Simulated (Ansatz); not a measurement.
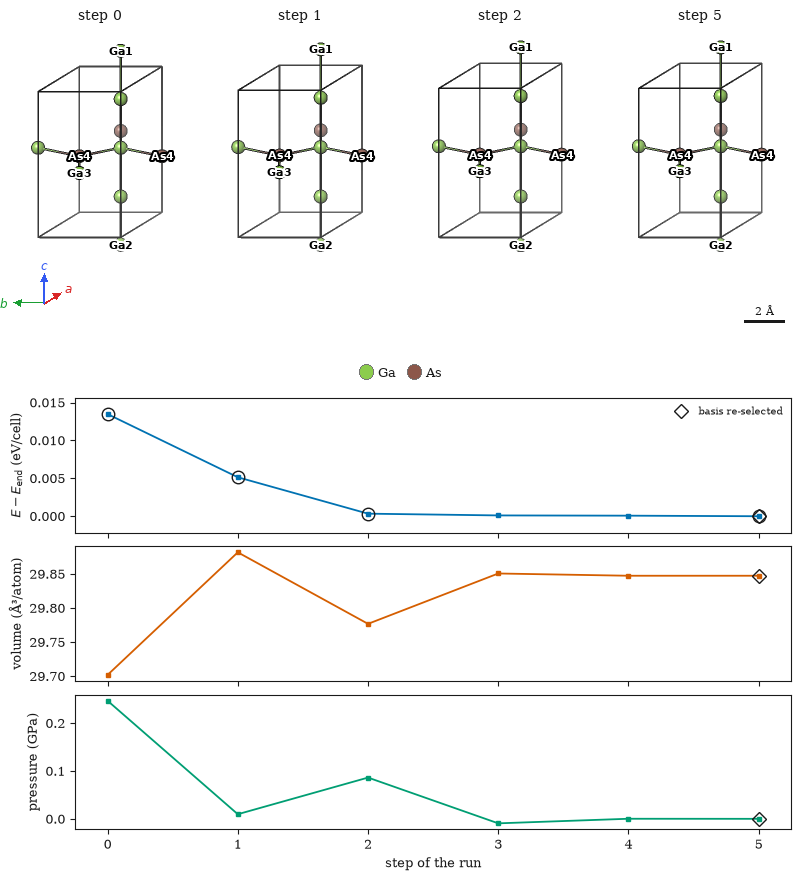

Frames of a relaxation of a crystal of Ga₃As (a generated structure, set up in P-6m2), marked on the history of the run. A ball-and-stick model of the cell of the calculation, seen from a free direction.

All numbers below come from DFT PBE, scalar-relativistic, plane waves, PAW (Ansatz).

Input
```yaml
crystal:
  lattice:
    - [4.1747549086, 0.0, 0.0]
    - [-2.0873774543, 3.6154438054, 0.0]
    - [0.0, 0.0, 7.8714107513]
  atoms:
    - { symbol: Ga, position: [0.6666666667, 0.3333333333, 0.165448138] }
    - { symbol: Ga, position: [0.6666666667, 0.3333333333, 0.834551862] }
    - { symbol: Ga, position: [0.6666666667, 0.3333333333, 0.5] }
    - { symbol: As, position: [0.3333333333, 0.6666666667, 0.5] }
basis:
  ecutwfc: 420
kpoints:
  mp_grid: { grid: [12, 12, 6] }
hamiltonian:
  xc: pbe
scf:
  occupations: { method: gaussian, width: 0.1 }
output:
  forces: true
  stress: true
  eigenvalues: true
  write_density: true
  write_potential: true
  elf: true
  volumetric_format: npy
relax:
  adjacent_minimum: "off"
  f_tol: 0.01
  max_steps: 80
  cell: { stress_tol: 0.05 }
```

Run as
```bash
ansatz run input.yaml --threads 1 --pin off --max-ram 2560MiB --backend cpu --events-out ev --progress --plain --runs-dir out
```

What happens along the run?

Answer. The largest moves relative to the cell, 0.021 Å, are those of Ga1 and Ga2. Ga2 goes along +c. As stays in place. The volume changes by +0.5 %, with a = b 4.175 → 4.138 Å (−0.9 %), c 7.871 → 8.052 Å (+2.3 %). Near-neighbour distances that change, for instance: Ga1–Ga3 2.633 → 2.715 Å, Ga3–As4 2.410 → 2.389 Å, Ga1–Ga2 2.605 → 2.621 Å. The space group stays P-6m2 (No. 187). The energy falls by 13.5 meV per cell of the calculation in 4 accepted moves (5 points after the start). Largest force component: 0.092 eV/Å at the start, 0.00021 eV/Å at the end. The pressure goes from 0.25 to 0.00 GPa. At 1 point the geometry stayed and the basis and grid were re-selected for the new cell (energy shift of 0.1 meV per cell of the calculation at most each time). Cost: 3.4 min on 1 thread of Intel(R) Xeon(R) Platinum 8259CL CPU @ 2.50GHz (Skylake/Cascade Lake), on a shared host, peak memory 0.58 GiB. From step 0 to 1: volume +0.6 %, energy −8.3 meV per cell of the calculation. From step 1 to 2: volume −0.4 %, energy −4.8 meV per cell of the calculation. From step 2 to 5: volume +0.2 %, energy −0.3 meV per cell of the calculation.
